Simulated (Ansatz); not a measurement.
The compound is WSe₂ (space group R-3m, No. 166), taken as the geometry relaxed with DFT, PBE-D3(BJ), plane waves, PAW in Ansatz 0.2.0; the starting structure was generated, so it need not be a known form of this composition.

```xyz
9
Lattice="3.2493 0.0000 0.0000 -1.6246 2.8140 0.0000 0.0000 0.0000 19.1803" Properties=species:S:1:pos:R:3 pbc="T T T"
W     0.0000    0.0000    0.0000
Se    0.0000    1.8760   17.4526
Se    0.0000    0.0000   14.5146
W     1.6246    0.9380    6.3934
Se    0.0000    0.0000    4.6657
Se    1.6246    0.9380    1.7277
W     0.0000    1.8760   12.7869
Se    1.6246    0.9380   11.0592
Se    0.0000    1.8760    8.1211
```

Bonds are taken as Se–W below 2.9 Å. Simplification: prune 0- and 1-connected atoms, fold 2-connected ones into links.

Derive the underlying net.

The result is a binodal (3,6)-connected, two-periodic (layers) net: Se is a 3-connected node; W is a 6-connected node, in the ratio 2:1. It is the kgd net, known from the layers of CdI2 (1T type). The layers lie parallel to (001).

```csv
node,links,point symbol,coordination sequence
Se,3,4³,3 12 9 24 15
W,6,4⁶·6⁶·8³,6 6 18 12 30
```

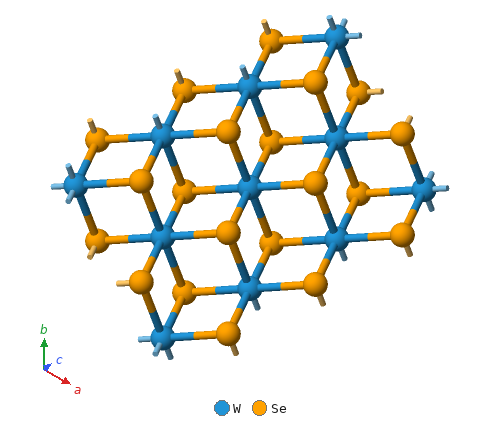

Nodes are coloured by element. One layer is drawn. Short stubs are edges that leave the cut-out.
